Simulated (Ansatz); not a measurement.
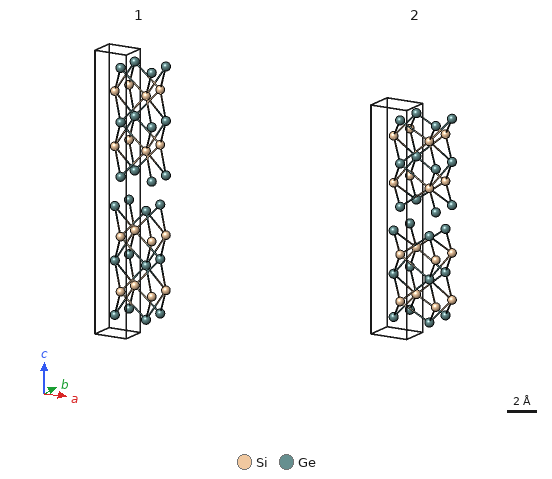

Two geometries of crystalline Si₂Ge₃ (a generated structure, set up in P6_3/mmc), drawn at one scale. One is the start of a relaxation, the other its converged end. The picture is a ball-and-stick view of the cell of the calculation, repeated 2 × 2 × 1 with one cell outlined, seen slightly off an axis.

These are results of DFT PBE, scalar-relativistic, plane waves, PAW (Ansatz 0.2.0), not measurements. (plane-wave cutoff 420 eV; k-point mesh 12 × 12 × 2; occupations gaussian; smearing width 0.1 eV; no spin polarisation; cell and atoms relaxed; force threshold 0.01 eV/Å; at most 80 steps)

Question: Which of the two is the end point?

Answer: Structure 2 is the relaxed one. The largest moves relative to the cell, 0.088 Å, are those of Si atoms. By element the largest moves are Si 0.088 Å, Ge 0.050 Å. The volume changes by +5.3 %, with a = b 3.247 → 3.708 Å (+14.2 %), c 20.022 → 16.158 Å (−19.3 %). Near-neighbour distances that change, for instance: Ge–Si 2.666 → 2.553 Å, Ge–Si 2.702 → 2.708 Å. Bond angles that change, for instance: Ge–Si–Ge 91.4° → 70.8°, Ge–Si–Ge 75.0° → 93.1°, Si–Ge–Si 75.0° → 93.1°. The space group stays P6_3/mmc (No. 194). Over 13 accepted moves (16 points after the start) the energy falls by 1.102 eV per cell of the calculation. The largest force component goes from 0.18 to 0.00069 eV/Å. Pressure: 0.10 GPa at the start and 0.00 GPa at the end. The line search rejected the trial step at point 6 of the run. The SCF was repeated twice at an unchanged geometry on a basis and grid sized afresh for the cell, which shifted the energy by 53.2 meV per cell of the calculation at most. Cost: 8.4 min on 1 thread of Intel(R) Xeon(R) Processor @ 2.70GHz, on a shared host, peak memory 0.67 GiB.
